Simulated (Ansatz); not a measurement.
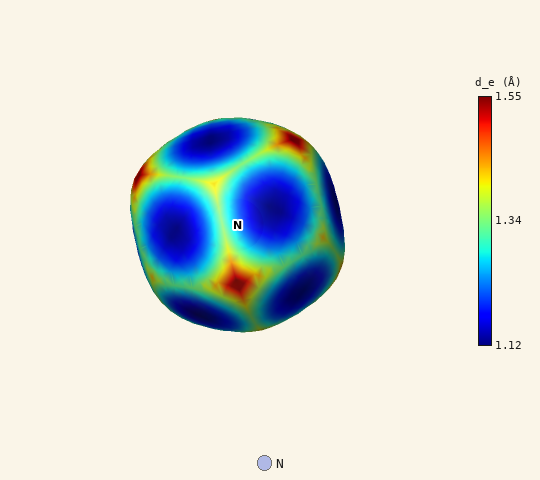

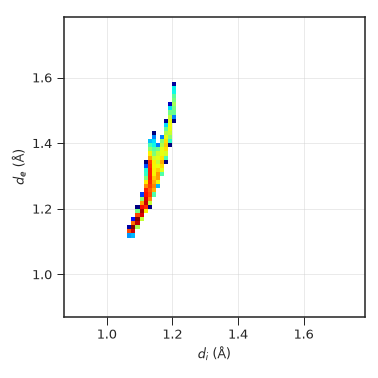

Hirshfeld surface computed for one N atom in N in space group Fm-3m, coloured by d_e. The second picture is its fingerprint plot, coloured by area on a logarithmic scale (blue little, red much).

The surface is where the fragment's share of the procrystal density (the sum of the densities of spherically averaged neutral Hartree-Fock atoms) equals one half. d_i and d_e are the distances from the surface to the nearest nucleus inside and outside.

Source of the atomic positions: the input geometry of an electronic-structure calculation (not necessarily at equilibrium).

```
N
1.0
     3.10762    0.00000    0.00000
     0.00000    3.10762    0.00000
     0.00000    0.00000    3.10762
N
4
Direct
  0.00000 0.00000 0.00000
  0.00000 0.50000 0.50000
  0.50000 0.00000 0.50000
  0.50000 0.50000 0.00000
```

What is the shortest distance from the fragment to an atom outside it?

N–N, 2.20 Å.

How is the surface shared among contacts (nearest atom inside ··· nearest atom outside)?

N···N 100 %. The surface faces 12 neighbours with more than 2 % of its area each: 12 N.

Give the size and shape of the surface.

It encloses about 6.0 Å³, has an area of about 16 Å² and a globularity of 0.99 (1 for a sphere).

Where does the fingerprint reach closest to the origin?

The smallest d_i + d_e is about 2.2 Å, which belongs to the shortest contact, N···N at 2.20 Å; d_e runs from 1.12 to 1.55 Å.
